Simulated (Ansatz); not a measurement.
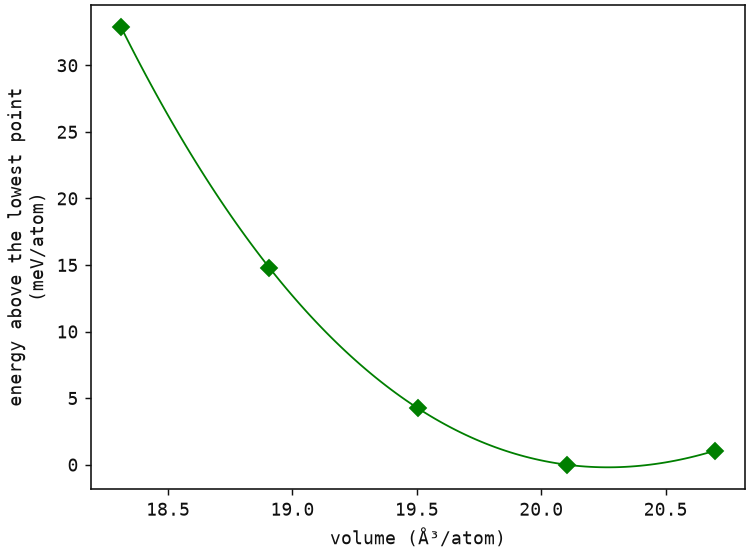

The plot gives the computed energy above the lowest point against volume for CuCl, space group F-43m (No. 216) (one of a set of cubic test structures, which need not be the stable phase).

Method: equation of state of a cubic crystal from periodic Kohn-Sham density functional theory without spin, third-order Birch-Murnaghan fit to the free energies; pressure corrected for the finite basis (Ansatz 0.2.0 development build). Level: HSE06.

- structure type: zinc blende
- atoms in cell: 2
- space group number: 216
- lattice centring: face-centred primitive
- k mesh: 4×4×4
- occupation method: Fermi–Dirac
- occupation width: 0.05 eV
- wave cutoff: 700 eV
- datasets: hard PAW
- density tolerance: 0 eV
- bands: 17
- density cutoff ratio: 4
- search for lower states: default
- exchange singularity: regularized

From this curve and the settings, what does the calculation give for the pressure at the same points?

The pressure falls from 6.004 GPa at volume 18.31 Å³/atom to −0.910 GPa at 20.70 Å³/atom, and changes sign near 20.28 Å³/atom.

```json
{"volume (Å³/atom)": "18.31", "pressure (GPa)": "6.004"}
{"volume (Å³/atom)": "18.91", "pressure (GPa)": "3.782"}
{"volume (Å³/atom)": "19.50", "pressure (GPa)": "1.929"}
{"volume (Å³/atom)": "20.10", "pressure (GPa)": "0.380"}
{"volume (Å³/atom)": "20.70", "pressure (GPa)": "-0.910"}
```

Limits of the calculation: modest k-mesh, values are not fully converged in k; pseudopotentials made with PBE, not this functional.
